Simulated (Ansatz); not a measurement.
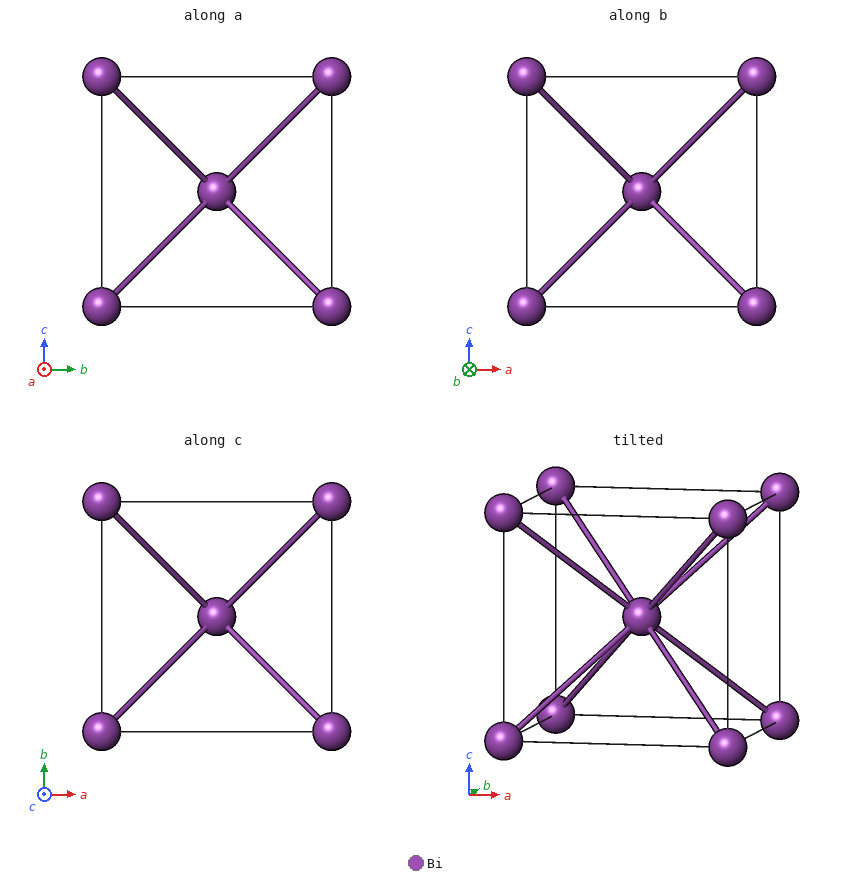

Drawn in the ball-and-stick manner and seen along the a axis, along the b axis, along the c axis and slightly off an axis. The outline marks the conventional unit cell.

Lattice parameters: a = 3.971 Å, b = 3.971 Å, c = 3.971 Å, α = 90.00°, β = 90.00°, γ = 90.00°. Put a along x and b in the xy plane.

### Convert the drawing into a POSCAR file.

```
Bi
1.0
     3.971    0.000    0.000
     0.000    3.971    0.000
     0.000    0.000    3.971
Bi
2
Direct
  0.0000 0.0000 0.0000
  0.5000 0.5000 0.5000
```

The initial geometry was a structure type filled with this element by a generator (whether the element takes this form wasn't checked). Earlier steps of the study may have refined or changed the cell and positions. Ansatz was used for an electronic-structure calculation on it.
